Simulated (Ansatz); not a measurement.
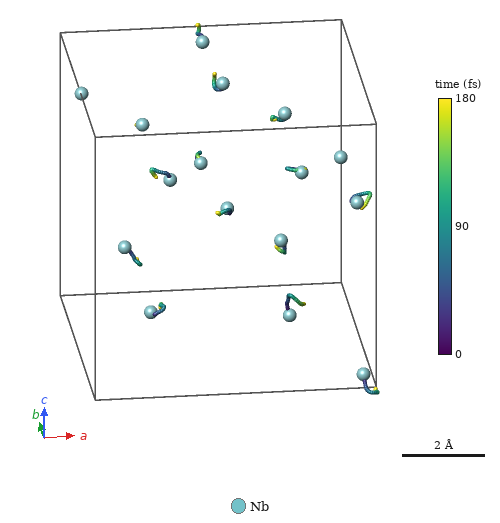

A Born-Oppenheimer molecular dynamics run of a 16-atom cell of Nb, 180 fs long. It starts from the last geometry of an earlier run, with fresh velocities. Dots mark each atom's position at evenly spaced times, coloured by time; spheres stand at the starting positions. Seen from a free direction in the simulation cell.

Method: DFT r2SCAN-D3(BJ), scalar-relativistic, plane waves, PAW in Ansatz. Run with plane-wave cutoff 500 eV; k-point mesh 2 × 2 × 2; Fermi-Dirac smearing 0.17 eV; volume 1.15 times that of the relaxed crystal; Langevin thermostat (NVT); set temperature 1600 K, then to 300 K over 45 steps, then to 300 K over 15 steps; time step 3 fs; friction 0.02 per fs.

Input file:
```yaml
crystal:
  lattice:
    - [6.914751, 0.0, 0.0]
    - [0.0, 6.914751, 0.0]
    - [0.0, 0.0, 6.914751]
  atoms:
    - { symbol: Nb, position: [-0.04296674, 0.02416456, 0.04196983] }
    - { symbol: Nb, position: [0.50043768, -0.04393863, -0.04273147] }
    - { symbol: Nb, position: [0.00559548, 0.43944943, -0.00882826] }
    - { symbol: Nb, position: [-0.00548726, -0.02316002, 0.48639796] }
    - { symbol: Nb, position: [0.22674682, 0.23306836, 0.23078563] }
    - { symbol: Nb, position: [0.51453511, 0.48880786, -0.01533781] }
    - { symbol: Nb, position: [0.49887656, -0.00764229, 0.48271978] }
    - { symbol: Nb, position: [0.72493134, 0.27010066, 0.17969433] }
    - { symbol: Nb, position: [-0.00792146, 0.48630734, 0.50902308] }
    - { symbol: Nb, position: [0.19506931, 0.72816921, 0.28228644] }
    - { symbol: Nb, position: [0.29860598, 0.25911113, 0.71999944] }
    - { symbol: Nb, position: [0.53918018, 0.55982407, 0.48041726] }
    - { symbol: Nb, position: [0.75309384, 0.74220012, 0.27510657] }
    - { symbol: Nb, position: [0.76515101, 0.24928496, 0.72927691] }
    - { symbol: Nb, position: [0.25849004, 0.73037317, 0.74483162] }
    - { symbol: Nb, position: [0.76841016, 0.75634532, 0.75164572] }
basis:
  ecutwfc: 500.0
kpoints:
  mp_grid: { grid: [2, 2, 2] }
hamiltonian:
  xc: r2scan
  dispersion: d3bj
scf:
  occupations: { method: fermi_dirac, width: 0.17 }
  lower_state_search: "off"
md:
  timestep: 3
  n_steps: 60
  ensemble: nvt_langevin
  temperature: 1600.0
  initial_velocities: maxwell_boltzmann
  seed: 822948
  friction: 0.02
  temperature_schedule:
    - { n_steps: 45, end_temperature: 300.0 }
    - { n_steps: 15, end_temperature: 300.0 }
```

Launched with:
```bash
ansatz run input.yaml --threads 4 --pin off --max-ram 10240MiB --backend cpu --events-out ev --progress --plain --runs-dir out
```

### How do the atoms move?

In the second half of the run the atoms are, in the root-mean-square, this far from where they began (common drift taken out): Nb 0.39 Å. The run lasts only 180 fs, too short to tell vibration from diffusion.

Limits of the set-up: the k-point mesh is coarse for a cell with partly filled bands.

Cost: 32 min on 4 threads of Arm Neoverse N1, on a shared host, peak memory 2.2 GiB.
